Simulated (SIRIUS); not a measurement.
# A series of single points on InP

System: InP (F-43m, 2 atoms in the cell).
Method: Kohn-Sham DFT of a periodic cell, PBEsol, dojo-sr-pbesol-0.4.1-standard, no spin polarisation (SIRIUS 7.12.0).

The 7 runs differ only in the geometry, by an even scaling of the cell at fixed fractional positions. The structure derives from an entry of the Crystallography Open Database.

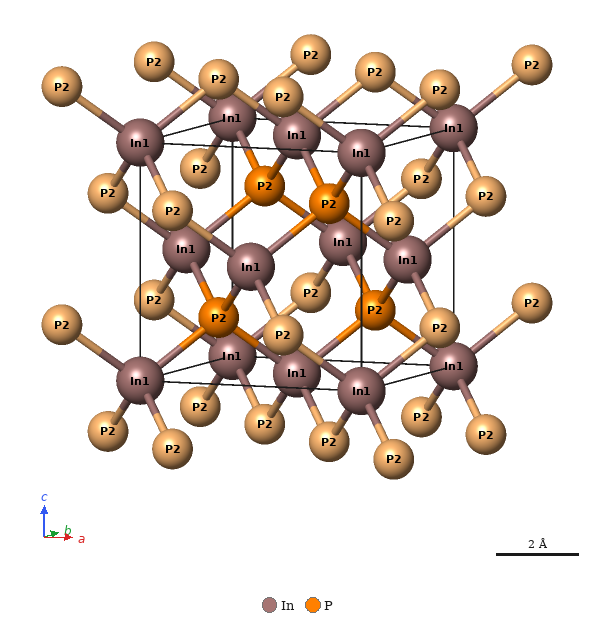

Figure 1. The structure of run 4 (ball-and-stick view of the cell 4 times as large as that of the calculation, set on its symmetry axes, seen slightly off an axis; neighbours outside the cell are drawn fainter; atoms are numbered from 1 in the order of the input). An atom can appear more than once, as a periodic image.

### Input of run 4
```
{
  "control": {
    "processing_unit": "cpu",
    "verbosity": 2,
    "num_bands_to_print": 16,
    "print_forces": true,
    "print_stress": true
  },
  "parameters": {
    "electronic_structure_method": "pseudopotential",
    "xc_functionals": ["XC_GGA_X_PBE_SOL", "XC_GGA_C_PBE_SOL"],
    "gk_cutoff": 8.4,
    "pw_cutoff": 16.8,
    "ngridk": [8, 8, 8],
    "shiftk": [0, 0, 0],
    "smearing": "fermi_dirac",
    "smearing_width": 0.0018374661,
    "num_bands": 16,
    "num_mag_dims": 0,
    "num_dft_iter": 100,
    "energy_tol": 1e-08,
    "density_tol": 1e-06
  },
  "iterative_solver": {
    "type": "davidson",
    "min_tolerance": 1e-10
  },
  "mixer": {
    "type": "anderson",
    "beta": 0.7,
    "max_history": 8
  },
  "settings": {
    "tol_ne": 1e-10,
    "pseudo_grid_cutoff": 6.5
  },
  "unit_cell": {
    "lattice_vectors": [
      [0.0, 5.537842408216, 5.537842408216],
      [5.537842408216, 0.0, 5.537842408216],
      [5.537842408216, 5.537842408216, 0.0]
    ],
    "atom_coordinate_units": "lattice",
    "atom_types": ["In", "P"],
    "atom_files": {
      "P": "P.json",
      "In": "In.json"
    },
    "atoms": {
      "In": [
        [0.0, 0.0, 0.0]
      ],
      "P": [
        [0.75, 0.75, 0.75]
      ]
    }
  }
}
```

Command:
```bash
upf_to_json P.upf
upf_to_json In.upf
OMP_NUM_THREADS=1 sirius.scf --input=sirius.json --output=out.json --task=0
```

Lattice vectors (Å) and fractional positions of run 4:
```
   0.000000    2.930500    2.930500
   2.930500    0.000000    2.930500
   2.930500    2.930500    0.000000
In  0.000000  0.000000  0.000000
P   0.750000  0.750000  0.750000
```

Run 3 differs from it as follows:
```diff
-      [0.0, 5.537842408216, 5.537842408216],
-      [5.537842408216, 0.0, 5.537842408216],
-      [5.537842408216, 5.537842408216, 0.0]
+      [0.0, 5.500674560669, 5.500674560669],
+      [5.500674560669, 0.0, 5.500674560669],
+      [5.500674560669, 5.500674560669, 0.0]
```

### Results, with one run withheld

| run | volume per atom (Å³) | free energy per atom, from the lowest run given (meV) | pressure (GPa) | gap on the mesh (eV) |
| --- | --- | --- | --- | --- |
| 1 | 23.657 | 28.95 | 5.68 | 0.95 |
| 2 | 24.160 | 14.04 | 3.83 | 0.83 |
| 3 | 24.663 | ? | ? | ? |
| 4 | 25.167 | 0.12 | 0.71 | 0.61 |
| 5 | 25.670 | 0.00 | −0.62 | 0.51 |
| 6 | 26.173 | 3.81 | −1.80 | 0.40 |
| 7 | 26.677 | 11.13 | −2.85 | 0.30 |

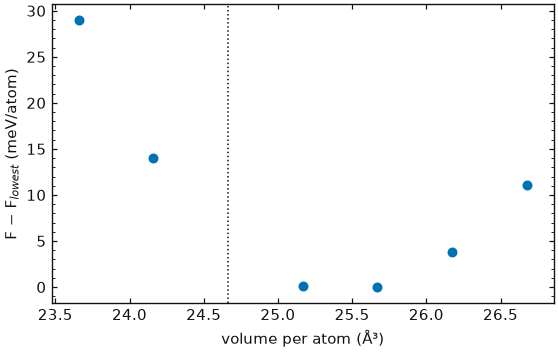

Figure 2. Free energy per atom of the runs given; the dotted line marks run 3.

Estimate the energy of run 3 from the others.

A cubic polynomial in V^(−2/3) (the Birch–Murnaghan form), fitted to the 6 runs given, misses them by under 0.01 meV per atom. With x = V^(−2/3) − 0.11630 Å⁻², it reads F = −0.068928 + 1177.6 x + 8.9294e+05 x² + 2.6158e+06 x³ (meV per atom). At run 3 it gives 4.63 meV per atom, and the run itself gives 4.62. The slope of the fit gives a pressure −dF/dV of 2.19 GPa there, and the run prints 2.18 GPa. The fit has its minimum at 25.430 Å³ per atom, where V d²F/dV² gives 66.5 GPa: the bulk modulus at this level, since symmetry fixes the shape and the positions. The gap on the mesh goes, without turning, from 0.95 eV in run 1 to 0.30 eV in run 7; run 3 has 0.72 eV. These are gaps of this functional on this mesh, which can miss the band edges; they aren't the measured gap.

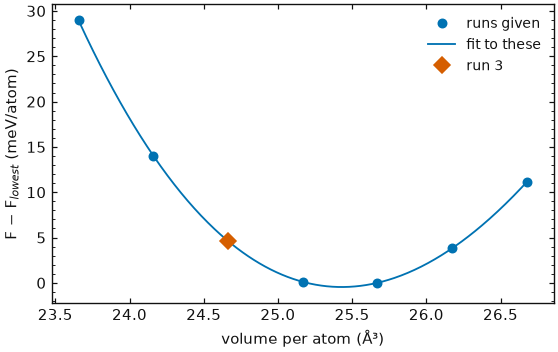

Figure 3. The fit and the withheld run.

### Some lines of the output (run 3)
```
[...]
[find] Total energy                   :     -73.23347013 (Ha),    -146.46694026 (Ry)
[find] Free energy (E-TS)             :     -73.23347029 (Ha),    -146.46694059 (Ry)
[find] band gap (eV)                  :       0.72232965
[find] Efermi                         :       0.28279884
[find] Free energy (E-TS)             :     -73.23347030 (Ha),    -146.46694059 (Ry)
[find] band gap (eV)                  :       0.72232341
[find] Efermi                         :       0.28279945
[find] Total energy                   :     -73.23347013 (Ha),    -146.46694027 (Ry)
[find] band gap (eV)                  :       0.72232416
[find] Efermi                         :       0.28279937
[find] band gap (eV)                  :       0.72232441
[find] Efermi                         :       0.28279959
[find] band gap (eV)                  :       0.72232402
[find] Efermi                         :       0.28279955
```
